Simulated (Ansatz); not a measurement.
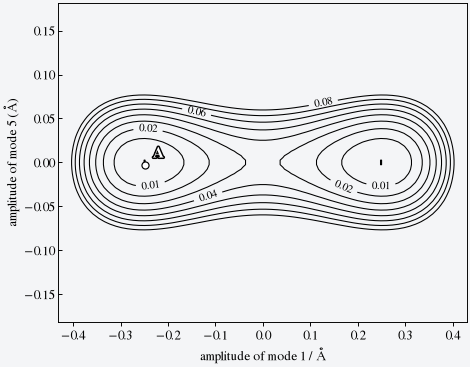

SnO2 (R-3m, No. 166; 6 atoms in the cell). The energy is mapped over two normal modes frozen in (zone-centre modes of the 6-atom cell of this scan, which folds in the wave vector (0, 1/2, 1/2) of the primitive cell). The first coordinate is: amplitude of mode 1 (44i cm⁻¹), largest displacement; the second: amplitude of mode 5 (172 cm⁻¹), largest displacement. Nothing is relaxed (the cell and all other modes fixed). The grid has 11 × 11 points; 36 points were computed and 85 follow by symmetry. Points are written as (first, second). All energies are given in eV per cell relative to the lowest grid point. These are results of DFT LDA+D3(BJ), scalar-relativistic, plane waves, PAW in Ansatz, not measurements. Settings: cutoff 520 eV, k-mesh 8×8×6 in the order of the run's cell vectors, gaussian smearing 0.05 eV, no spin polarisation.

In the figure: contour lines labelled in eV (none above 0.08), the point A. Between grid points the surface is interpolated.

> What is the easiest way out of the well at A, and how high is the barrier?

The easiest path leads from the well at (−0.259 Å, 0.000 Å) to a well of about the same depth at (0.259 Å, 0.000 Å). Its highest point lies about 0.031 eV above the bottom of the first well on the interpolated surface, at (0.000 Å, 0.000 Å). This is the barrier on the constrained surface; relaxing the other coordinates would change it.

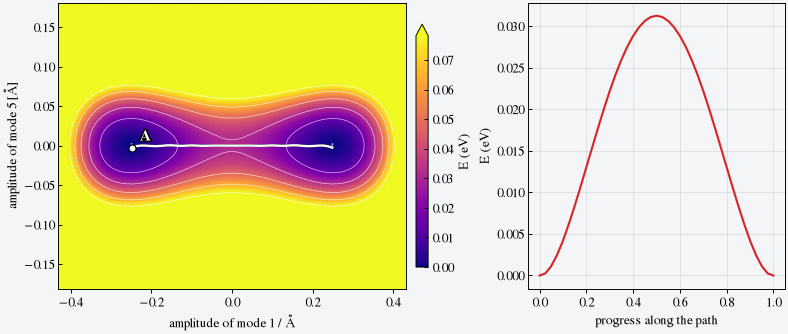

Drawn: a smooth colour map with a few white contour lines, a line along the lowest path, one colour for all values above the top of the scale, the energy along the path at the right. Between grid points the surface is interpolated.

PAW datasets: the set soft_1.
